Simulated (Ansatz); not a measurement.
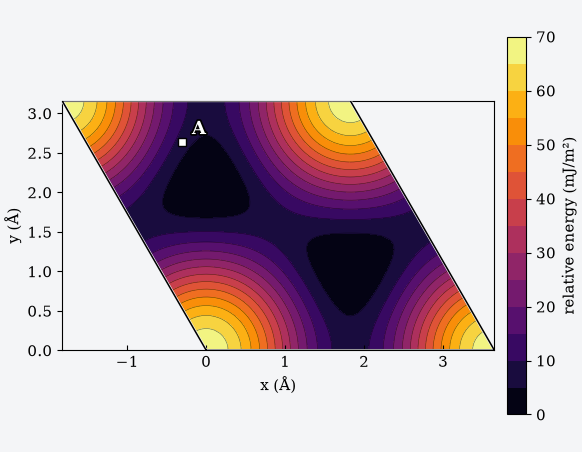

A bilayer of two ZrS₂ sheets (1T type), the upper one turned by 180 degrees about the normal (6 atoms in the cell). 
- The upper layer of a bilayer is slid over the lower one; relaxed at each slide: nothing; the origin of the map has S4 above S3; the distance between the facing planes is held at 3.24 Å.
- Places are given modulo a cell vector. The map is drawn in real space over the plane of the slide.
- The grid has 6 × 6 points; 7 points were computed and 29 follow by symmetry.
- Energies are in mJ/m², from the lowest grid point.
- At a held distance the lowest stacking need not be the one that binds best once the distance relaxes.
- All numbers below come from Ansatz 0.2.0, DFT PBE+D3(BJ), scalar-relativistic, plane waves, PAW. Settings: cutoff 420 eV, k-mesh 9×9×1, gaussian smearing 0.05 eV, no spin polarisation.

Drawn: filled contours, the outline of one cell of the plane, the point A. Between grid points the surface is interpolated.

Question: Which way does the force act at A, and how strong is it?

Answer: A, at (2/6, 5/6) of the cell vectors, is not a stationary point. The computed force is 0.019 eV/Å in the plane, pointing down and right in the picture (components 0.016 and −0.009 eV/Å, for the cell of 11.53 Å², or 26 mJ/m² for each Å).

PAW datasets: the set soft_1.
